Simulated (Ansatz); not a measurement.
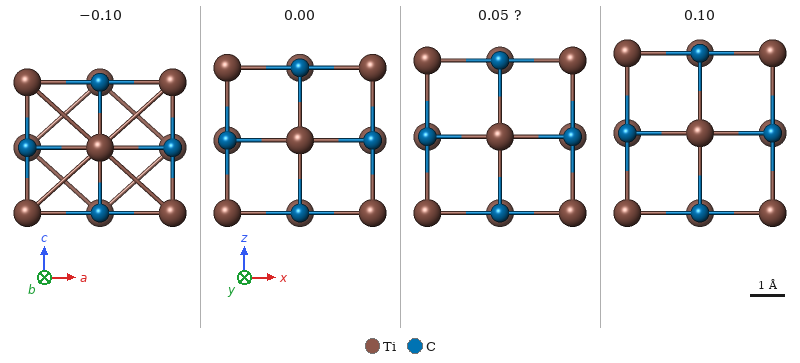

A scan of crystalline TiC (Fm-3m): the cell is strained along z alone, with the atoms kept at their fractional coordinates. x, y and z are the Cartesian axes of the input. The picture is a ball-and-stick view of the conventional cell (4 times the calculation's cell), seen along the b axis. Lengths and directions refer to the drawn axes.

Computed with Ansatz, DFT r2SCAN, scalar-relativistic, plane waves, PAW. Set-up: plane-wave cutoff 500 eV; k-point mesh 18 × 18 × 18; occupations gaussian; smearing width 0.15 eV; no spin polarisation. Energies (free energies at the smearing named) are counted from the cell as listed in its source, which wasn't relaxed.

| strain | E − E(ref) (meV/atom) |
| --- | --- |
| −0.1000 | 243.7 |
| −0.0750 | 124.7 |
| −0.0500 | 50.4 |
| −0.0250 | 11.4 |
| 0.0000 | 0.0 |
| 0.0250 | 9.6 |
| 0.0500 | ? |
| 0.0750 | 71.6 |
| 0.0875 | 93.2 |
| 0.1000 | 116.5 |

### Fill in the missing row.

A straight line between the two neighbours gives 40.6 meV/atom. A cubic through the four nearest rows (0.0000, 0.0250, 0.0750, 0.0875) gives, with Lagrange weights, (−0.1429)(0.0) + (0.6000)(9.6) + (1.0000)(71.6) + (−0.4571)(93.2) = 34.8 meV/atom. The calculation gives 34.9 meV/atom, so the cubic is 0.1 meV/atom too low and the straight line 5.7 meV/atom too high, as the curve bends upwards here.

The whole profile:

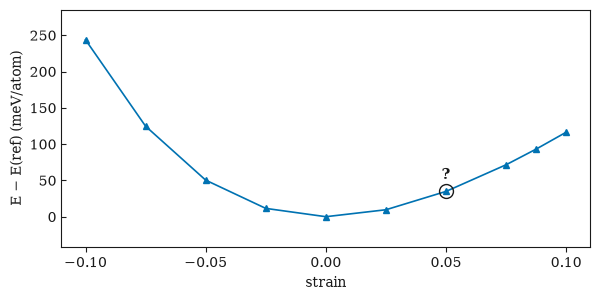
